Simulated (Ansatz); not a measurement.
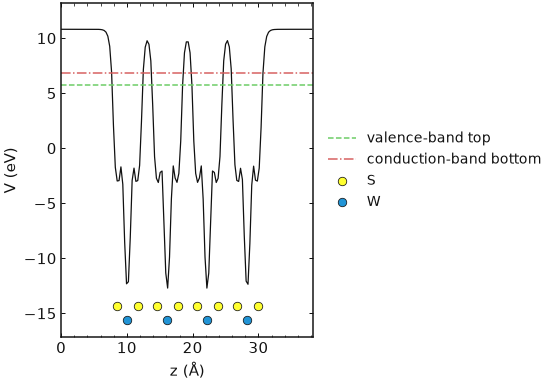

Plane-averaged electrostatic potential energy of an electron across the slab; circles at the bottom mark the heights of the atoms (positions after relaxation).

The Ansatz input:

```
crystal:
  lattice:
    - [3.1542061837, 0.0, 0.0]
    - [-1.5771030919, 2.7316226839, 0.0]
    - [0.0, 0.0, 38.359261466]
  atoms:
    - { symbol: S, position: [0.6666666667, 0.3333333333, 0.2215892506] }
    - { symbol: W, position: [0.3333333333, 0.6666666667, 0.2626405865] }
    - { symbol: S, position: [0.6666666667, 0.3333333333, 0.3036919224] }
    - { symbol: S, position: [0.3333333333, 0.6666666667, 0.3798288596] }
    - { symbol: W, position: [0.6666666667, 0.3333333333, 0.4208801955] }
    - { symbol: S, position: [0.3333333333, 0.6666666667, 0.4619315314] }
    - { symbol: S, position: [0.6666666667, 0.3333333333, 0.5380684686] }
    - { symbol: W, position: [0.3333333333, 0.6666666667, 0.5791198045] }
    - { symbol: S, position: [0.6666666667, 0.3333333333, 0.6201711404] }
    - { symbol: S, position: [0.3333333333, 0.6666666667, 0.6963080776] }
    - { symbol: W, position: [0.6666666667, 0.3333333333, 0.7373594135] }
    - { symbol: S, position: [0.3333333333, 0.6666666667, 0.7784107494] }
basis:
  ecutwfc: 420
kpoints:
  mp_grid: { grid: [9, 9, 1] }
hamiltonian:
  xc: pbe
  dispersion: d3bj
scf:
  occupations: { method: gaussian, width: 0.05 }
output:
  forces: true
  eigenvalues: true
  write_density: true
  write_potential: true
  elf: true
  volumetric_format: npy
relax:
  adjacent_minimum: "off"
  f_tol: 0.03
  max_steps: 70
  constraints: [{ sites: [0, 1, 2, 3, 4, 5] }]
efield:
  axis: 3
  dipole_correction: true
  ramp_width: 0.04
```

Command:
```bash
ansatz run input.yaml --threads 2 --pin off --max-ram 5120MiB --backend cpu --events-out ev --progress --plain --runs-dir out
```

What are the ionisation potential and the electron affinity of the slab?

From the vacuum level at the right face the ionisation potential is 5.08 eV and the electron affinity 3.94 eV; the left face gives the same. The slab's gap, their difference before rounding, is 1.14 eV. The two vacuum levels agree, so the slab has no net dipole along its normal.

How thick are slab and vacuum?

The outermost atoms are 21.4 Å apart, which leaves 17.0 Å of vacuum in a cell 38.4 Å high.

Spin-orbit coupling is left out, which matters for W.
